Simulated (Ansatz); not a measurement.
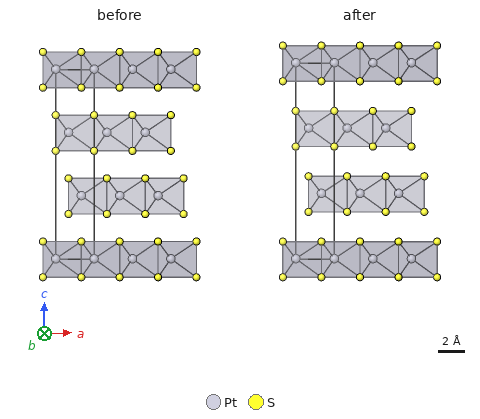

The structure of solid PtS₂ (built on the MoS2-160 type type) before (left) and after (right) a relaxation, at one scale.

A polyhedral model of the conventional cell (3 times the calculation's cell), repeated 3 × 1 × 1 with one cell outlined, seen along the b axis. Lengths and directions refer to the drawn axes.

Computed with Ansatz, DFT, r2SCAN+rVV10, plane waves, PAW. Settings: plane-wave cutoff 500 eV; k-point mesh 8 × 8 × 8; occupations fermi dirac; smearing width 0.03 eV; no spin polarisation; cell and atoms relaxed; force threshold 0.01 eV/Å; at most 120 steps.

Summarise the run.

Answer. The largest move relative to the cell is that of an S atom, 0.054 Å along −c. Largest moves by element: S 0.054 Å, Pt 0.005 Å. The volume changes by +4.4 %, with a = b 3.461 → 3.478 Å (+0.5 %), c 14.806 → 15.307 Å (+3.4 %). Some distances before and after: Pt–S 2.465 → 2.476 Å. The space group stays R3m (No. 160). The energy falls by 6.8 meV per atom in 4 accepted moves (5 points after the start). Largest force component: 0.08 eV/Å at the start, 0.0074 eV/Å at the end. The pressure goes from 2.51 to 0.00 GPa. At 1 point the geometry stayed and the basis and grid were re-selected for the new cell (energy shift of 0.2 meV per atom at most each time).
